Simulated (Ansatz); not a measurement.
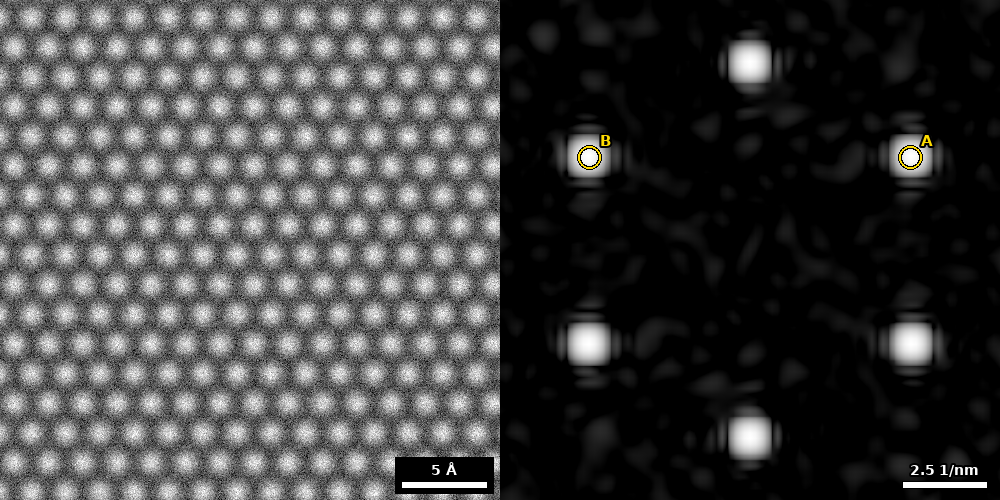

Integrated-DPC-like image of Co (Fd-3m, No. 227) along [111]. Simulated as the projected potential of neutral atoms (B = 0.5 Å²) blurred by a 0.94 Å probe, the thin-sample limit of integrated differential phase contrast. The display is stretched by a gamma of 0.65; percentages refer to the linear signal. Shot noise was added. Atomic positions: a calculation's starting geometry; the starting structure was generated, so it need not be a known form of this composition.

The right panel is the modulus of the image's Fourier transform on a logarithmic scale.

a = 5.035 Å, b = 5.035 Å, c = 5.035 Å, α = 90.00°, β = 90.00°, γ = 90.00°

**Index the marked spots and give their plane spacings (the zone axis points at the viewer; indices equivalent by symmetry, or all signs reversed, are as good).**

A: (0 2 -2), d = 1.78 Å; B: (-2 0 2), d = 1.78 Å. A and B enclose 120°, and every spot obeys the zone law hu + kv + lw = 0 for [111].
